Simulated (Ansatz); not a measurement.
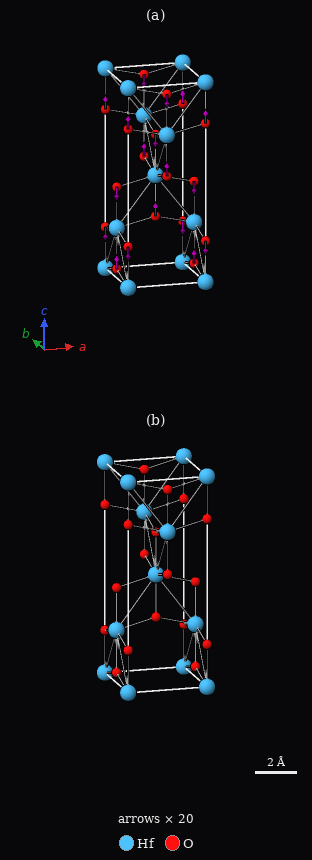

The structure of solid HfO₂ (a generated structure, set up in I4_1/amd) (coarse preliminary run) before (top) and after (bottom) a relaxation, at one scale. The purple arrows give the displacements (the part carried along by the change of the cell is left out), magnified 20 times.

A ball-and-stick model of the conventional cell (2 times the calculation's cell), seen slightly off an axis. Lengths and directions refer to the drawn axes.

Case: Ti → Hf on all its sites, cell and atoms relaxed.

Computed with Ansatz 0.2.0, DFT PBE, scalar-relativistic, plane waves, PAW. Settings: plane-wave cutoff 420 eV; k-point mesh 8 × 8 × 8; occupations gaussian; smearing width 0.1 eV; no spin polarisation; cell and atoms relaxed; force threshold 0.05 eV/Å; at most 60 steps.

Q: Describe what moved and what it gained.

A: The largest moves relative to the cell, 0.038 Å, are those of O atoms. Hf stays in place. The drawn cell changes as follows: a = b 3.942 → 4.020 Å (+2.0 %), c 10.093 → 10.638 Å (+5.4 %); the volume changes by +9.6 %. Some distances before and after: Hf–Hf 3.202 → 3.334 Å, Hf–O 2.072 → 2.146 Å, Hf–O 2.022 → 2.075 Å. Bond angles that change, for instance: Hf–O–Hf 154.2° → 151.3°. The space group stays I4_1/amd (No. 141). After 4 accepted moves (6 points after the start) the energy has fallen by 71.9 meV per atom. Largest force component: 0.4 eV/Å at the start, 0.0091 eV/Å at the end. Pressure: 19.84 GPa at the start and −0.02 GPa at the end. At 2 points the geometry stayed and the basis and grid were re-selected for the new cell (energy shift of 8.2 meV per atom at most each time).
